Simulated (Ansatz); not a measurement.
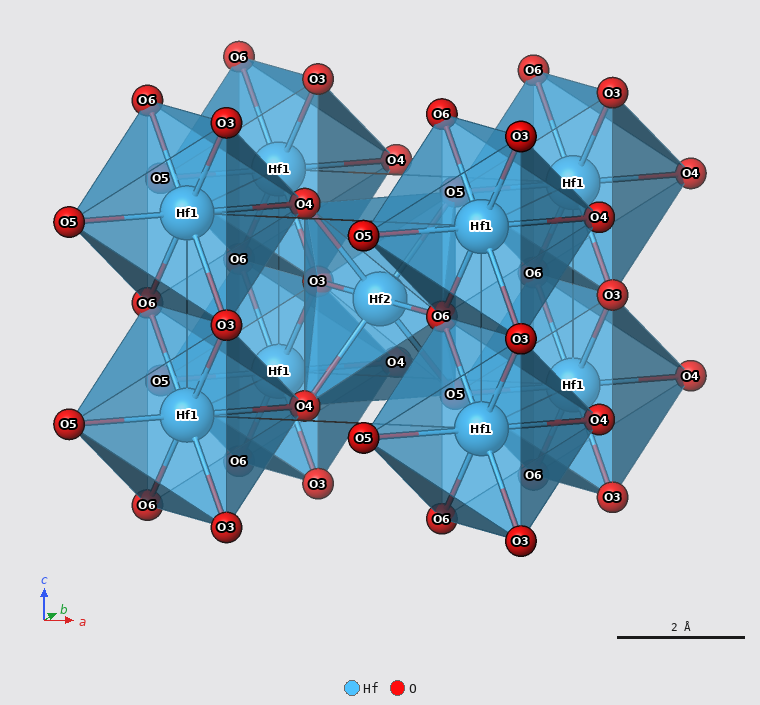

**Figure 1.** The structure as given in the input (polyhedral view of the cell of the calculation, seen slightly off an axis; polyhedra are completed across the faces of the cell; atoms are numbered from 1 in the order of the input). An atom can appear more than once, as a periodic image.

# What a change does: geometry relaxation on HfO2

System: HfO2 (P4₂/mnm, 6 atoms in the cell).
Method of run 1: DFT, PBEsol, plane waves, PAW, no spin polarisation (Ansatz 0.2.0).

The structure derives from a Materials Project entry. The geometry comes from this level: PBE. Text and figures count atoms from 1; the logs count them from 0 in places.

**The input, run 1**
```yaml
crystal:
  lattice:
    - [4.8804057189, 0.0, 0.0]
    - [0.0, 4.8804057189, 0.0]
    - [0.0, 0.0, 3.2375593328]
  atoms:
    - { symbol: Hf, position: [0.0, 0.0, 0.0] }
    - { symbol: Hf, position: [0.5, 0.5, 0.5] }
    - { symbol: O, position: [0.1948109073, 0.8051890927, 0.5] }
    - { symbol: O, position: [0.3051890927, 0.3051890927, 0.0] }
    - { symbol: O, position: [0.6948109073, 0.6948109073, 0.0] }
    - { symbol: O, position: [0.8051890927, 0.1948109073, 0.5] }
kpoints:
  mp_grid: { grid: [6, 6, 8] }
hamiltonian:
  xc: pbesol
scf:
  occupations: { method: fermi_dirac, width: 0.02 }
relax:
  f_tol: 0.005
  cell: {}
```

Launched with:
```bash
ansatz run input.yaml --threads 4 --pin off --max-ram 5529MiB --backend cpu --events-out ev --progress --plain --runs-dir out
```

Hardware: 4 threads of Arm Neoverse V2, 24 GiB of memory available, shared host.

**Output, shortened to warnings, some set-up lines, iterations and results (run 1)**
```
Basis set: ecut = 420 eV, 1503 PW (Γ), exchange–correlation on 72×72×48 points (8 copies of the dense FFT grid, shifted against one another)
Symmetry: 16 space group operations
k-points: 50 of 288
Initial density: superposition of atomic densities (neutral atoms: chi_scale 0, normalization atom), corrected by the library's trained network
[...]
SCF iter   1: F=—  HF=-33450.225396 eV  |F-HF|=—  |Δ(HF+E_count)|=         —  Δρ=1.58e-2  dr2=1.56e-1  ethr=1.77e-3  ⟨swp⟩=5.8  Hψ=7373  notcnv=0
SCF iter   2: F=—  HF=-33450.187125 eV  |F-HF|=—  |Δ(HF+E_count)|=   3.83e-2  Δρ=2.81e-3  dr2=3.42e-3  ethr=2.06e-4  ⟨swp⟩=2.1  Hψ=4438  notcnv=0  defer=86
SCF iter   3: F=—  HF=-33450.186687 eV  |F-HF|=—  |Δ(HF+E_count)|=   4.38e-4  Δρ=1.32e-3  dr2=1.02e-3  ethr=4.50e-6  ⟨swp⟩=2.0  Hψ=3988  notcnv=0  defer=86
SCF iter   4: F=—  HF=-33450.186801 eV  |F-HF|=—  |Δ(HF+E_count)|=   1.13e-4  Δρ=5.02e-4  dr2=1.82e-4  ethr=1.34e-6  ⟨swp⟩=2.4  Hψ=3989  notcnv=0  defer=86
SCF iter   5: F=—  HF=-33450.186690 eV  |F-HF|=—  |Δ(HF+E_count)|=   1.11e-4  Δρ=1.39e-4  dr2=1.14e-5  ethr=2.40e-7  ⟨swp⟩=2.1  Hψ=4009  notcnv=0  defer=86
[... 50 lines ...]
SCF iter   4: F=—  HF=-33450.230517 eV  |F-HF|=—  |Δ(HF+E_count)|=   1.00e-9  Δρ=1.03e-6  dr2=9.70e-10  ethr=3.14e-12  ⟨swp⟩=2.0  Hψ=4200  notcnv=0
SCF iter   5: F=—  HF=-33450.230517 eV  |F-HF|=—  |Δ(HF+E_count)|=  6.40e-10  Δρ=3.72e-7  dr2=1.29e-10  ethr=1.28e-12  ⟨swp⟩=2.0  Hψ=4194  notcnv=0
SCF iter   6: F=-33450.230517 eV  HF=-33450.230517 eV  |F-HF|=0.00e0  |Δ(HF+E_count)|=  4.37e-11  Δρ=1.46e-7  dr2=1.07e-11  ethr=1.00e-12  ⟨swp⟩=4.1  Hψ=7919  notcnv=0
SCF 8 converged in 6 iterations: F = -33450.230517 eV  dr2 = 1.07e-11
relax step   8: F+E_penalty+E_count = -33450.23051689 eV  Δ(F+E_penalty+E_count) = +2.612e-4 eV  max|allowed force component| = 2.369e-6 eV/Å  Δτ_max = 0.0000 Å  P = -0.008 …
basis re-selected at this cell: Δ(F+E_penalty+E_count) = +2.612e-4 eV, ΔP = -0.004 GPa vs the last step (what re-selecting the basis moved, of the pressure what is left beyond the Pulay correction that the steps carried, after the strain that the cell walked since its last selection, with what the …
SCF converged after 6 iterations
Free energy (F): -33450.230517 eV
Harris-Foulkes:  -33450.230517 eV  (|F-HF|=0.00e0)
Internal energy: -33450.230517 eV  (E = F + TS)
E sigma→0 (E₀):  -33450.230517 eV
Fermi energy:    14.321425 eV
--- Per-component energies (eV) ---
  E_band       = -124.351547
  E_kinetic    = 1540.710037
  E_local      = -12998.261782  (includes V_loc(G=0)·N_el)
  E_nonlocal   = -2280.617645
  E_hartree    = 5909.909632
  E_xc         = -885.643087
  E_vxc        = -904.380284  (∫ρ·V_xc dr)
  E_paw        = -14224.152604  (= ΣΔE_a)
  E_vpaw       = 2698.369149  (= ΣTr[D̂ρ^β])
  E_aug_tail   = 0.009963  (compensation charges beyond the density's cutoff)
  E_ewald      = -10514.828366
  E_core_change = 2.643335  (= ΣΔE_core)
  E_smearing   = -0.000000  (= −TS)
  E_closure    = -0.000000  (closes the sum)
  Σ components = -33450.230517   (vs F -33450.230517, Δ=0.00e0)
--- Forces (eV/Å), atoms counted from 1 ---
  atom   1  Hf     0.00000000     0.00000000     0.00000000
  atom   2  Hf    -0.00000000     0.00000000     0.00000000
  atom   3  O     -0.00000237     0.00000237     0.00000000
  atom   4  O      0.00000237     0.00000237    -0.00000000
  atom   5  O     -0.00000237    -0.00000237     0.00000000
  atom   6  O      0.00000237    -0.00000237    -0.00000000
  max |Σ_I F_I| component: 5.20e-18 eV/Å
--- Stress (GPa, compression-positive) ---
       -0.009501       0.000000       0.000000
        0.000000      -0.009501       0.000000
        0.000000       0.000000      -0.004923
  P = ⅓ Tr σ = -0.0080 GPa (-0.080 kbar)
--- Relaxed structure (6 steps of the walk, 6 accepted, 2 SCFs on fresh bases) ---
  F+E_penalty+E_count = -33450.23051689 eV   max|allowed force component| = 2.369e-6 eV/Å   (the final SCF, on the basis selected at the relaxed cell)
  cell:  # Å, volume = 74.8875 Å³
    - [4.83028692838419, 3.4504301658502485e-36, 0.0]
    - [3.4504301658502485e-36, 4.83028692838419, 0.0]
    - [0.0, 0.0, 3.2096913837236367]
  atoms:
[...]
```

The input of run 2 differs as follows (lines with − go, lines with + come):
```diff
-  xc: pbesol
+  xc: r2scan
```

How does run 2 compare with run 1?

The total energies belong to different methods, so their difference says nothing on which is more stable or more accurate. The volume per atom goes from 12.48 to 12.56 Å³. The functional changes from PBEsol to r2SCAN. The SCF takes 35 iterations over all geometry steps against 44. The default cutoff goes from 420 to 500 eV with the change. On the same kind of shared host run 2 took about 1.5 times as long.

**Output, shortened to warnings, some set-up lines, iterations and results (run 2)**
```
Basis set: ecut = 500 eV, 1947 PW (Γ), exchange–correlation on 144×144×96 points (64 copies of the dense FFT grid, shifted against one another)
Symmetry: 16 space group operations
k-points: 50 of 288
Initial density: superposition of atomic densities (neutral atoms: chi_scale 0, normalization atom), corrected by the library's trained network
[...]
SCF iter   1: F=—  HF=-33752.543742 eV  |F-HF|=—  |Δ(HF+E_count)|=         —  Δρ=1.10e-2  dr2=8.34e-2  dr2_τ=3.94e-1  ethr=1.77e-3  ⟨swp⟩=6.1  Hψ=7429  notcnv=0  defer=1
SCF iter   2: F=—  HF=-33752.595420 eV  |F-HF|=—  |Δ(HF+E_count)|=   5.17e-2  Δρ=5.34e-3  dr2=1.64e-2  dr2_τ=3.24e-3  ethr=1.10e-4  ⟨swp⟩=2.3  Hψ=4923  notcnv=0  defer=90
SCF iter   3: F=—  HF=-33752.594711 eV  |F-HF|=—  |Δ(HF+E_count)|=   7.10e-4  Δρ=3.36e-3  dr2=4.26e-3  dr2_τ=7.52e-4  ethr=2.16e-5  ⟨swp⟩=2.0  Hψ=3820  notcnv=0  defer=40
SCF iter   4: F=—  HF=-33752.594781 eV  |F-HF|=—  |Δ(HF+E_count)|=   7.01e-5  Δρ=8.03e-4  dr2=5.63e-4  dr2_τ=1.04e-4  ethr=5.61e-6  ⟨swp⟩=2.6  Hψ=4380  notcnv=0  defer=40
SCF iter   5: F=—  HF=-33752.594734 eV  |F-HF|=—  |Δ(HF+E_count)|=   4.62e-5  Δρ=2.25e-4  dr2=2.27e-5  dr2_τ=3.32e-6  ethr=7.40e-7  ⟨swp⟩=2.0  Hψ=3836  notcnv=0  defer=40
[... 37 lines ...]
SCF iter   4: F=—  HF=-33752.621607 eV  |F-HF|=—  |Δ(HF+E_count)|=   2.33e-9  Δρ=1.10e-6  dr2=8.16e-10  dr2_τ=1.21e-10  ethr=7.68e-12  ⟨swp⟩=2.0  Hψ=4200  notcnv=0
SCF iter   5: F=—  HF=-33752.621607 eV  |F-HF|=—  |Δ(HF+E_count)|=  5.82e-11  Δρ=4.48e-7  dr2=1.69e-10  dr2_τ=1.18e-11  ethr=1.07e-12  ⟨swp⟩=3.0  Hψ=4404  notcnv=0
SCF iter   6: F=-33752.621607 eV  HF=-33752.621607 eV  |F-HF|=4.37e-11  |Δ(HF+E_count)|=  8.73e-11  Δρ=2.90e-7  dr2=4.77e-11  dr2_τ=6.91e-12  ethr=1.00e-12  ⟨swp⟩=4.2  …
SCF 6 converged in 6 iterations: F = -33752.621607 eV  dr2 = 4.77e-11
relax step   6: F+E_penalty+E_count = -33752.62160714 eV  Δ(F+E_penalty+E_count) = +8.354e-4 eV  max|allowed force component| = 3.317e-3 eV/Å  Δτ_max = 0.0000 Å  P = +0.011 …
basis re-selected at this cell: Δ(F+E_penalty+E_count) = +8.354e-4 eV, ΔP = +0.011 GPa vs the last step (what re-selecting the basis moved, of the pressure what is left beyond the Pulay correction that the steps carried, after the strain that the cell walked since its last selection, with what the …
SCF converged after 6 iterations
Free energy (F): -33752.621607 eV
Harris-Foulkes:  -33752.621607 eV  (|F-HF|=4.37e-11)
Internal energy: -33752.621607 eV  (E = F + TS)
E sigma→0 (E₀):  -33752.621607 eV
Fermi energy:    14.280502 eV
--- Per-component energies (eV) ---
  E_band       = -181.972608
  E_kinetic    = 1546.772086
  E_local      = -13026.306902  (includes V_loc(G=0)·N_el)
  E_nonlocal   = -2304.020605
  E_hartree    = 5929.093225
  E_xc         = -860.693279
  E_vxc        = -1009.356809  (∫ρ·V_xc dr)
  E_paw        = -14544.271158  (= ΣΔE_a)
  E_vpaw       = 2696.963323  (= ΣTr[D̂ρ^β])
  E_aug_tail   = 0.004041  (compensation charges beyond the density's cutoff)
  E_vtau       = 55.785893  (kinetic-family band-sum trace: ∫τ·v_τ [+ j·A + Jᵃ·Aᵃ] dr)
  E_ewald      = -10493.714297
  E_core_change = 0.515280  (= ΣΔE_core)
  E_smearing   = -0.000000  (= −TS)
  E_closure    = -0.000000  (closes the sum)
  Σ components = -33752.621607   (vs F -33752.621607, Δ=0.00e0)
--- Forces (eV/Å), atoms counted from 1 ---
  atom   1  Hf    -0.00000000    -0.00000000     0.00000000
  atom   2  Hf    -0.00000000     0.00000000     0.00000000
  atom   3  O     -0.00331739     0.00331739     0.00000000
  atom   4  O      0.00331739     0.00331739     0.00000000
  atom   5  O     -0.00331739    -0.00331739     0.00000000
  atom   6  O      0.00331739    -0.00331739     0.00000000
  max |Σ_I F_I| component: 1.30e-18 eV/Å
--- Stress (GPa, compression-positive) ---
        0.004743       0.000000       0.000000
        0.000000       0.004743       0.000000
        0.000000       0.000000       0.024670
  P = ⅓ Tr σ = 0.0114 GPa (0.114 kbar)
--- Relaxed structure (5 steps of the walk, 5 accepted, 1 SCFs on fresh bases) ---
  F+E_penalty+E_count = -33752.62160714 eV   max|allowed force component| = 3.317e-3 eV/Å   (the final SCF, on the basis selected at the relaxed cell)
  cell:  # Å, volume = 75.3772 Å³
    - [4.8382984024911115, -2.7603441326801985e-34, 0.0]
    - [-2.7603441326801985e-34, 4.8382984024911115, 0.0]
[...]
```

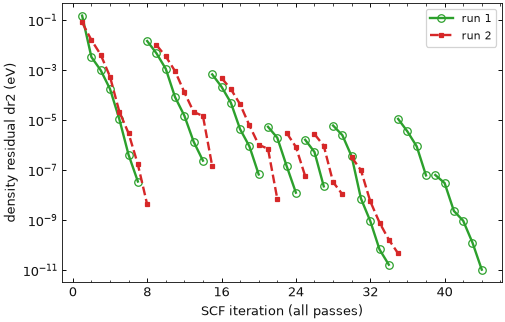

**Figure 2.** Convergence of the two runs: density residual dr2 against the SCF iteration. A break in a curve parts two SCF passes. Run 1 takes 44 iterations in all, and run 2 takes 35.

**The two runs side by side**

```tsv
quantity	run 1	run 2
outcome	converged	converged
free energy per atom (eV)	−5575.0384	−5625.4369
pressure (GPa)	−0.01	0.01
volume per atom (Å³)	12.48	12.56
largest force (eV/Å)	0.000	0.005
SCF iterations	44	35
irreducible k-points	50	50
wall time (shared host)	17 s	25 s
```

For both runs: Spin–orbit coupling is left out, which matters for Hf.
